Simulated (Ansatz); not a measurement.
System: Ti11Al3 (slab).

Input file:

```
crystal:
  lattice:
    - [4.6311298888, 0.0, 0.0]
    - [0.0, 9.9539912704, 0.0]
    - [0.0, 0.0, 23.6817483233]
  atoms:
    - { symbol: Ti, position: [0.25, 0.5851122226, 0.3166995907] }
    - { symbol: Ti, position: [0.75, 0.4148877774, 0.3166995907] }
    - { symbol: Ti, position: [0.75, 0.9148877774, 0.3192897294] }
    - { symbol: Ti, position: [0.25, 0.0851122226, 0.3192897294] }
    - { symbol: Ti, position: [0.75, 0.6702244452, 0.3786631067] }
    - { symbol: Ti, position: [0.25, 0.3297755548, 0.3786631067] }
    - { symbol: Al, position: [0.75, 0.1666666667, 0.3786631067] }
    - { symbol: Al, position: [0.25, 0.8333333333, 0.3786631067] }
    - { symbol: Ti, position: [0.25, 0.0851122226, 0.438036484] }
    - { symbol: Ti, position: [0.75, 0.9148877774, 0.438036484] }
    - { symbol: Ti, position: [0.75, 0.4148877774, 0.4406266227] }
    - { symbol: Ti, position: [0.25, 0.5851122226, 0.4406266227] }
    - { symbol: Ti, position: [0.75, 0.1702244452, 0.5] }
    - { symbol: Ti, position: [0.25, 0.8297755548, 0.5] }
    - { symbol: Al, position: [0.75, 0.6666666667, 0.5] }
    - { symbol: Al, position: [0.25, 0.3333333333, 0.5] }
    - { symbol: Ti, position: [0.25, 0.5851122226, 0.5593733773] }
    - { symbol: Ti, position: [0.75, 0.4148877774, 0.5593733773] }
    - { symbol: Ti, position: [0.75, 0.9148877774, 0.561963516] }
    - { symbol: Ti, position: [0.25, 0.0851122226, 0.561963516] }
    - { symbol: Ti, position: [0.75, 0.6702244452, 0.6213368933] }
    - { symbol: Ti, position: [0.25, 0.3297755548, 0.6213368933] }
    - { symbol: Al, position: [0.75, 0.1666666667, 0.6213368933] }
    - { symbol: Al, position: [0.25, 0.8333333333, 0.6213368933] }
    - { symbol: Ti, position: [0.25, 0.0851122226, 0.6807102706] }
    - { symbol: Ti, position: [0.75, 0.9148877774, 0.6807102706] }
    - { symbol: Ti, position: [0.75, 0.4148877774, 0.6833004093] }
    - { symbol: Ti, position: [0.25, 0.5851122226, 0.6833004093] }
basis:
  ecutwfc: 500
kpoints:
  mp_grid: { grid: [8, 4, 1] }
hamiltonian:
  xc: r2scan
scf:
  occupations: { method: gaussian, width: 0.1 }
output:
  forces: true
  stress: true
  eigenvalues: true
  write_density: true
  write_potential: true
  elf: true
  volumetric_format: npy
efield:
  axis: 3
  dipole_correction: true
  ramp_width: 0.04
```

Run with:

```sh
ansatz run input.yaml --threads 4 --pin off --max-ram 10240MiB --backend cpu --events-out ev --progress --plain --runs-dir out
```

Not relaxed (largest force 1.2 eV/Å); computed without spin polarisation.

Computed with DFT r2SCAN, scalar-relativistic, plane waves, PAW (Ansatz).

**What can the converged valence pseudo-density and electron localisation function tell about the bonding?**

Ti–Al (2.87 Å): the density is about 0.2 e/Å³ at the midpoint; the ELF is about 0.40 at the midpoint.

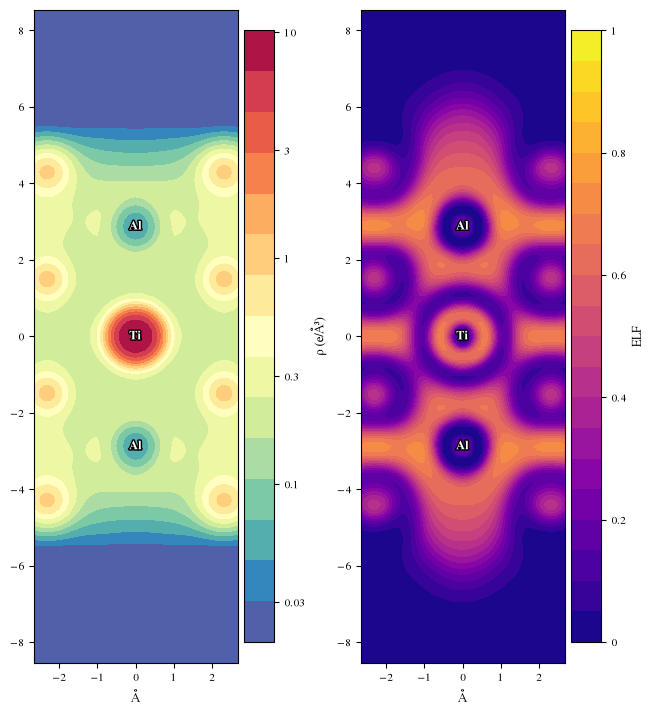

Computed valence pseudo-density and electron localisation function on the (010) plane of the calculation cell, a cut from vacuum to vacuum, in this order. Atoms just off the plane (Ti, 0.8 Å away) can leave unmarked features too.

In a PAW calculation such maps are meaningful between the atoms, not at the nuclei.
